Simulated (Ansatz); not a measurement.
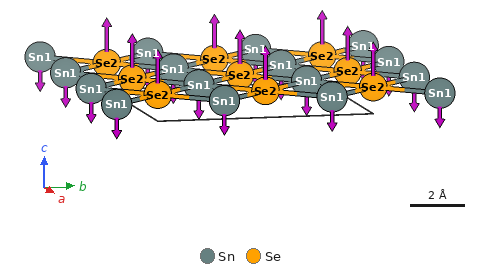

The lowest optical mode of a free-standing layer of SnSe (a generated structure), space group P4/mmm (No. 123), at the zone centre. Displacements are drawn as purple arrows; their common scale and sign are arbitrary. The picture is a ball-and-stick view of the 2 × 2 repeat of the cell, outlined in the plane, without the vacuum, seen slightly off an axis.

The calculation used Ansatz, DFT PBE, scalar-relativistic, plane waves, PAW.

Input
```yaml
crystal:
  lattice:
    - [4.1118054571, 0.0, 0.0]
    - [0.0, 4.1118054571, 0.0]
    - [0.0, 0.0, 23.8]
  atoms:
    - { symbol: Sn, position: [0.5, 0.5, 0.2941176471] }
    - { symbol: Se, position: [0.0, 0.0, 0.2941176471] }
  periodic: [true, true, false]
basis:
  ecutwfc: 420
kpoints:
  mp_grid: { grid: [10, 10, 1] }
hamiltonian:
  xc: pbe
scf:
  occupations: { method: gaussian, width: 0.02 }
output:
  eigenvalues: true
phonons:
  method: dfpt
  eigenvectors: true
  qmesh: [2, 2, 1]
  temperatures: { t_max: 1000, t_step: 100 }
  qpath:
    path:
      - [[0.0, 0.0, 0.0], [0.0, 0.5, 0.0], [0.5, 0.5, 0.0], [0.0, 0.0, 0.0], [0.0, 0.0, 0.5], [0.0, 0.5, 0.5], [0.5, 0.5, 0.5], [0.0, 0.0, 0.5]]
      - [[0.0, 0.5, 0.0], [0.0, 0.5, 0.5]]
      - [[0.5, 0.5, 0.0], [0.5, 0.5, 0.5]]
    npoints: 8
```

Run as
```bash
ansatz run input.yaml --threads 1 --pin off --max-ram 2048MiB --backend cpu --events-out ev --progress --plain --runs-dir out
```

Frequencies are those without the non-analytic (LO–TO) term.

Is the structure stable against all modes at this point?

No. This is the A₂u mode at 99i cm⁻¹, the lowest optical level, infrared-active by symmetry. The Se sublattice moves against the Sn sublattice, along c of the drawn cell; the Se–Sn bond lengths don't change to first order, so for these it is a bending, tilting or sliding motion; the kinetic energy is shared as Se 60 %, Sn 40 %. The frequency is imaginary, so the structure is unstable against this distortion. Freezing in the drawn pattern lowers the space group from P4/mmm to P4mm (No. 99). In all, 2 levels are unstable: A₂u 99i cm⁻¹, E_u 89i cm⁻¹.
